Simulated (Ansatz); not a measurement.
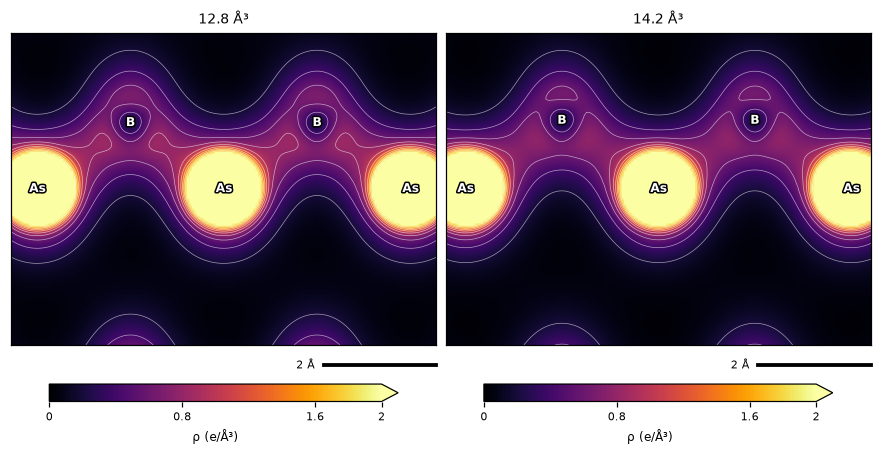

BAs. The valence charge density (pseudo) of cells scaled evenly to different volumes (given per atom above each panel), on the (101̄) plane of each (indices in the axes of the cell below), at one length scale and on one colour scale.

Level of theory: Kohn-Sham DFT of a periodic cell, HSE03, Ansatz PAW in Ansatz 0.2.0.

The largest cell:

```xyz
2
Lattice="0.0000 2.4199 2.4199 2.4199 0.0000 2.4199 2.4199 2.4199 0.0000" Properties=species:S:1:pos:R:3 pbc="T T T"
As    3.6299    3.6299    3.6299
B     0.0000    0.0000    0.0000
```

| volume (Å³/atom) | B–As contact in the plane (Å) | ρ at its midpoint (e/Å³) | pressure (GPa) | gap on the mesh (eV) | 
| --- | --- | --- | --- | --- |
| 12.81 | 2.026 | 0.853 | 10.1 | 1.60 | 
| 13.63 | 2.069 | ? | ? | ? | 
| 14.17 | 2.096 | 0.771 | −5.2 | 1.70 | 

Q: What values belong in the row with question marks?

A: Over the known rows ln ρ falls by 1.44 per Å of B–As distance (the line through the two), which gives 0.802 e/Å³ at 2.069 Å; the calculation gives 0.802 e/Å³. For the pressure, a straight line in volume between the neighbouring rows gives 0.9 GPa; the calculation gives 0.0, lower because pressure rises ever faster on compression. For the gap on the mesh, a straight line in volume between the neighbouring rows gives 1.66 eV; the calculation gives 1.67.
